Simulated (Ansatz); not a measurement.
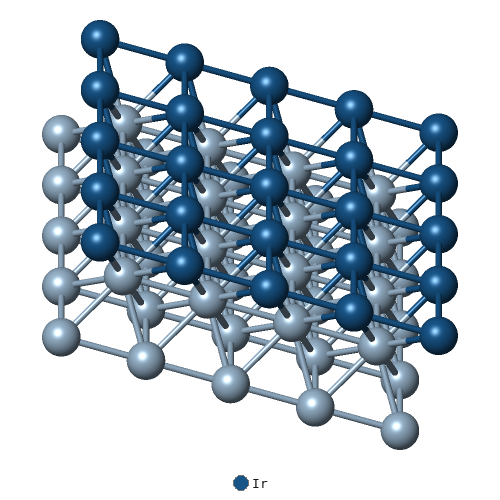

The system is O on an Ir(100) slab cut from the Fm-3m phase, its upper half relaxed before the scan (12 atoms of substrate and one adsorbate in a 2 × 2 cell); the picture shows it without the atoms that are moved over the map. 
- O is moved over the surface cell at a fixed height above a rigid substrate; the origin of the map has the adsorbate above Ir9; the height is held at 2.50 Å.
- Places are given modulo a cell vector. The map is drawn in real space over the plane of the surface.
- The scan uses a 6 × 6 grid; 10 points were computed and 26 follow by symmetry.
- Places are given in fractions of the 1 × 1 surface cell.
- Energies are in eV, from the lowest grid point.
- The runs have no spin polarisation, so an open-shell adsorbate far from the surface lies too high. At a fixed height the lowest place need not be the adsorption site.
- These are results of DFT PBE+D3(BJ), scalar-relativistic, plane waves, PAW (Ansatz 0.2.0), not measurements. Settings: cutoff 420 eV, k-mesh 5×5×1, gaussian smearing 0.1 eV, no spin polarisation.

Range: position of O13 along the first surface vector from 0.000 to 0.833; position of O13 along the second surface vector from 0.000 to 0.833.

What will the energy surface look like?

The lowest grid point is at the top site over a surface Ir atom, (0/6, 0/6) of the cell vectors. It is the only kind of minimum in the scanned range. The highest grid point, a fourfold hollow over a second-layer Ir atom, (3/6, 3/6) of the cell vectors, lies 0.542 eV above the lowest. On the interpolated surface the easiest way out of the lowest well to its copy in the next cell or period passes a barrier of about 0.3 eV. At the lowest point the adsorbate has 1 Ir at 2.50 Å as nearest neighbours, at the highest 4 Ir at 3.15 Å.

```
second ↓, first →    0/6    1/6    2/6    3/6    4/6    5/6
              5/6  0.078  0.151  0.292  0.361  0.292  0.151
              4/6  0.228  0.292  0.418  0.481  0.418  0.292
              3/6  0.301  0.361  0.481  0.542  0.481  0.361
              2/6  0.228  0.292  0.418  0.481  0.418  0.292
              1/6  0.078  0.151  0.292  0.361  0.292  0.151
              0/6  0.000  0.078  0.228  0.301  0.228  0.078
```

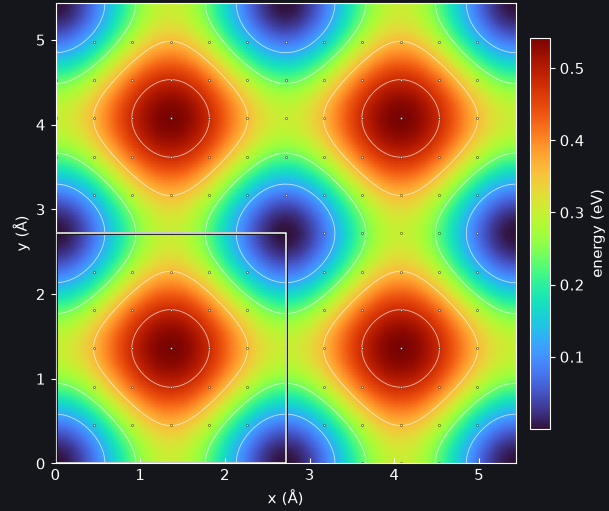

The picture shows a smooth colour map with a few white contour lines, dots at the grid points, the outline of one cell of the 2 × 2 shown. Between grid points the surface is interpolated.

Time for the 10 points that were run: 17 min on 2 threads of Arm Neoverse N1, with other jobs on the host.

PAW datasets: the set soft_1.
